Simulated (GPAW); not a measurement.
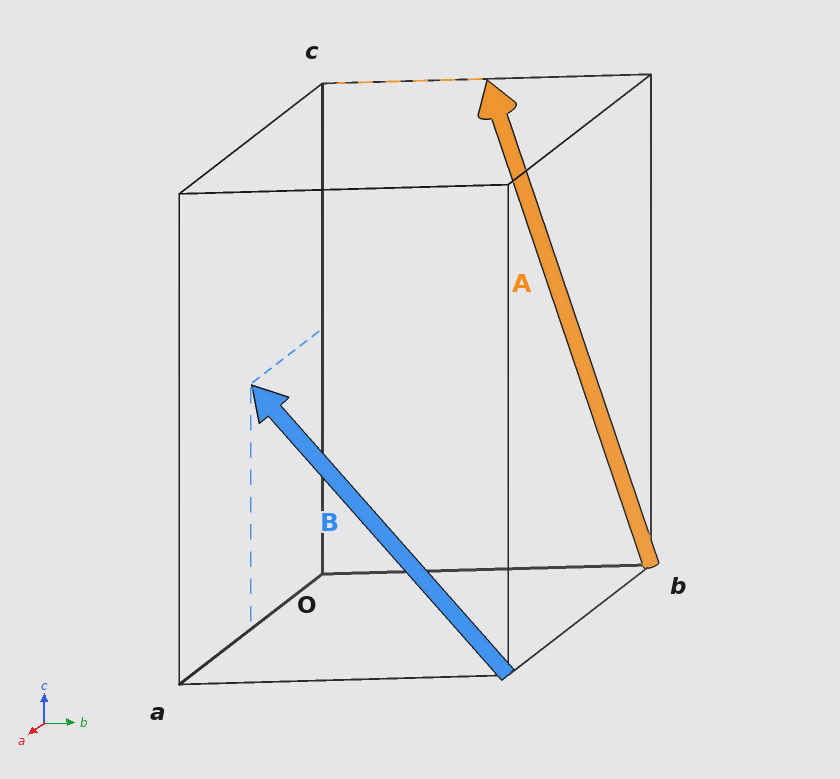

Each arrow starts at a corner of the unit cell and ends on its surface; where a tip isn't a corner, dashed lines run from it parallel to the axes. Crystal: ZnO, an entry of the Crystallography Open Database, as set up for an electronic-structure calculation. The drawing is computed from the coordinates (standard cell, symmetry found to 0.002 Å).

a = 3.249 Å, b = 3.249 Å, c = 5.206 Å, α = 90.00°, β = 90.00°, γ = 120.00°.

Index the directions.

Arrow A runs from (0, 1, 0) to (0, 1/2, 1), so [0 −1 2], in four indices [1 −2 1 6]; Arrow B runs from (1, 1, 0) to (1/2, 0, 1/2), so [−1 −2 1], in four indices [0 −1 1 1].

How long is the vector ua + vb + wc in each case, and what angles do the directions make?

A 10.907 Å; B 7.666 Å. A–B: 33.1°.

In No. 186, P6₃mc, how many directions are equivalent to A (Laue class 6/mmm, both senses counted)?

12.
